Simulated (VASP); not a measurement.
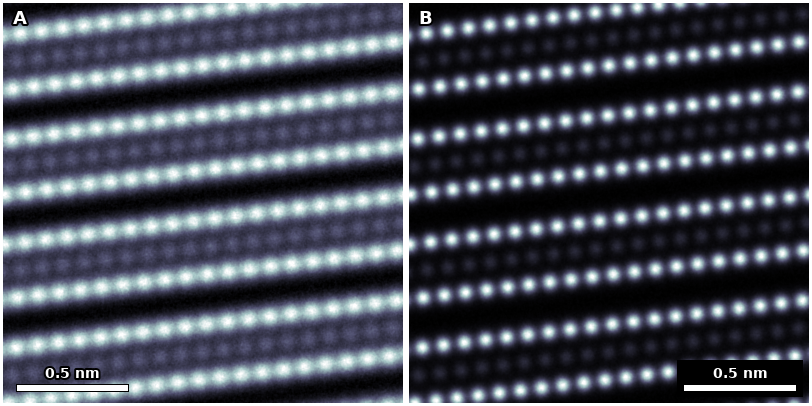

Two simulated images of the same area of Ti2O (P-3m1, No. 164) along [310], with a probe of 0.55 Å. One is incoherent Z contrast (Z^1.7 per atom), the other the projected potential of neutral atoms blurred by the probe (iDPC-like, thin sample). Brightness is counted from the darkest point of the image. Shot noise was added. Atomic positions: the geometry relaxed with VASP Kohn-Sham DFT of a periodic cell, PBEsol, VASP PAW PBE potentials, recommended (VASP 6.6.1).

Q: Which panel is which, and how can one tell?

B is the Z-contrast image and A the potential image. The columns of 1 O per repeat reach about 18 % of the brightest peak (1 Ti) in B but about 38 % in A, mainly since the potential grows much more slowly with atomic number.
